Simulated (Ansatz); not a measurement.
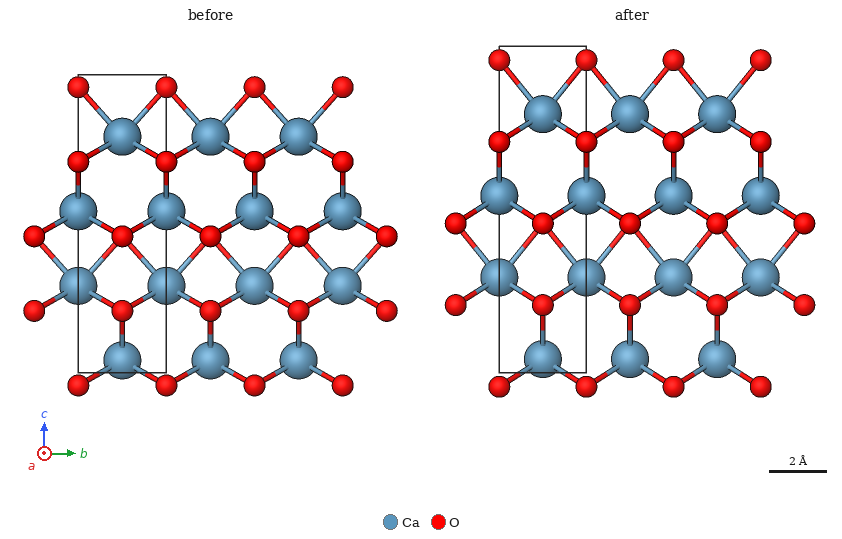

The structure of solid CaO (a generated structure, set up in I4_1md) (coarse preliminary run) before (left) and after (right) a relaxation, at one scale.

Style: ball-and-stick. Shown: the conventional cell (2 times the calculation's cell), repeated 1 × 3 × 1 with one cell outlined, along the a axis. Lengths and directions refer to the drawn axes.

Theory: DFT PBE, scalar-relativistic, plane waves, PAW (Ansatz).

Input
```yaml
crystal:
  lattice:
    - [-1.57113164, 1.57113164, 5.31645803]
    - [1.57113164, -1.57113164, 5.31645803]
    - [1.57113164, 1.57113164, -5.31645803]
  atoms:
    - { symbol: Ca, position: [0.542, 0.542, 0.0] }
    - { symbol: Ca, position: [0.292, 0.792, 0.5] }
    - { symbol: O, position: [0.958, 0.958, 0.0] }
    - { symbol: O, position: [0.708, 0.208, 0.5] }
basis:
  ecutwfc: 420
kpoints:
  mp_grid: { grid: [8, 8, 8] }
hamiltonian:
  xc: pbe
scf:
  occupations: { method: gaussian, width: 0.1 }
  lower_state_search: "off"
output:
  forces: true
  stress: true
  eigenvalues: true
relax:
  adjacent_minimum: "off"
  f_tol: 0.04
  max_steps: 70
  cell: { stress_tol: 0.4 }
```

Run as
```bash
ansatz run input.yaml --threads 1 --pin off --max-ram 2560MiB --backend cpu --events-out ev --progress --plain --runs-dir out
```

Summarise the run.

Answer. The largest moves relative to the cell, 0.004 Å, are those of Ca1, Ca2, O3 and O4. Ca2 goes along +c. By element the largest moves are Ca 0.004 Å, O 0.004 Å. The drawn cell changes as follows: a = b 3.142 → 3.107 Å (−1.1 %), c 10.633 → 11.643 Å (+9.5 %); the volume changes by +7.1 %. Some distances before and after: Ca1–Ca2 3.088 → 3.299 Å, Ca1–O4 2.363 → 2.473 Å, Ca1–Ca1 3.142 → 3.107 Å, Ca1–O3 2.395 → 2.408 Å. Bond angles that change, for instance: O4–Ca1–O4 83.3° → 77.8°, Ca1–O4–Ca1 83.3° → 77.8°, Ca2–O4–Ca2 136.2° → 131.7°. The space group stays I4_1md (No. 109). The energy falls by 70.2 meV per atom in 5 accepted moves (7 points after the start). Largest force component: 0.077 eV/Å at the start, 0.0012 eV/Å at the end. The pressure goes from 6.68 to −0.08 GPa. The SCF was repeated twice at an unchanged geometry on a basis and grid sized afresh for the cell, which shifted the energy by 6.4 meV per atom at most. Cost: 55 s on 1 thread of Arm Neoverse V1, with other jobs on the host, peak memory 0.36 GiB.
